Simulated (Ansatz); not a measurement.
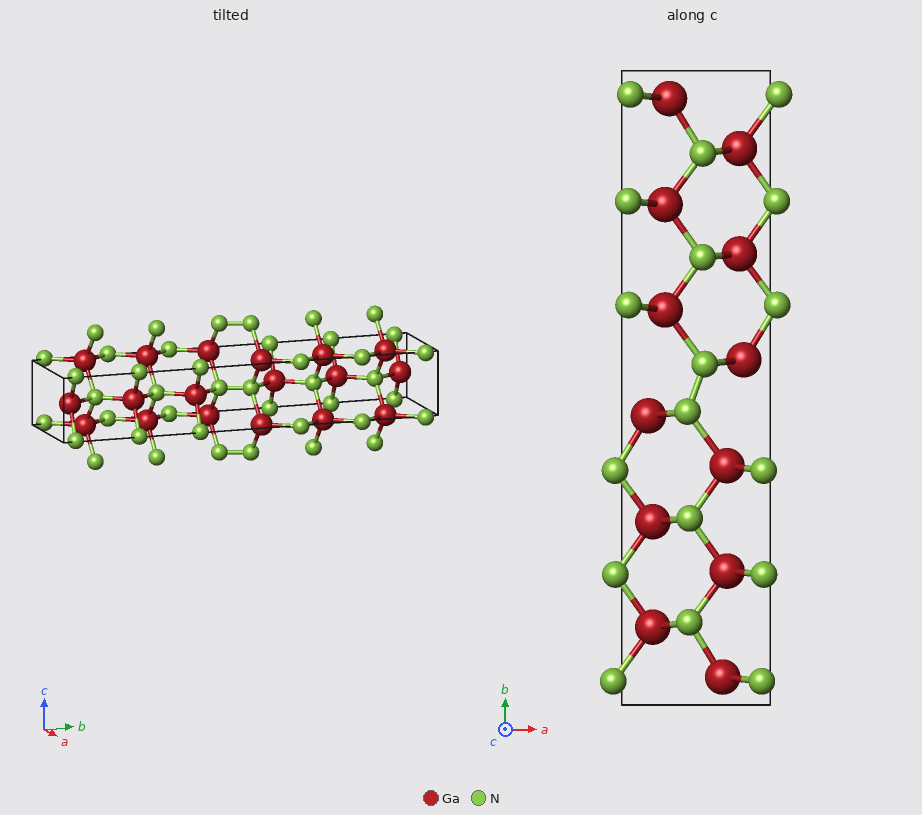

The figure gives a ball-and-stick picture of the atoms, viewed slightly off an axis and along the c axis. The edges of the conventional unit cell are marked. Some atoms of the next cells are drawn as well.

GaN, space group Pnnm (No. 58), a = 4.50 Å, b = 19.20 Å, c = 3.18 Å, α = 90.00°, β = 90.00°, γ = 90.00°.

Computational set-up: DFT PBEsol, scalar-relativistic, plane waves, PAW in Ansatz 0.2.0, a 420 eV plane-wave basis, k-points about 0.25 Å⁻¹ apart, Gaussian smearing of 0.05 eV, no spin polarisation.

Question: Does it come out as a metal, or with a gap?

Answer: A semiconductor at this level, with a gap of 0.97 eV on the k-mesh (the true edges may lie between mesh points, so the gap can be somewhat smaller).

The structure comes from a structure listed in the Materials Project. It was relaxed with Ansatz, DFT PBEsol, scalar-relativistic, plane waves, PAW under a constraint or pressure on the cell, so some stress remains.
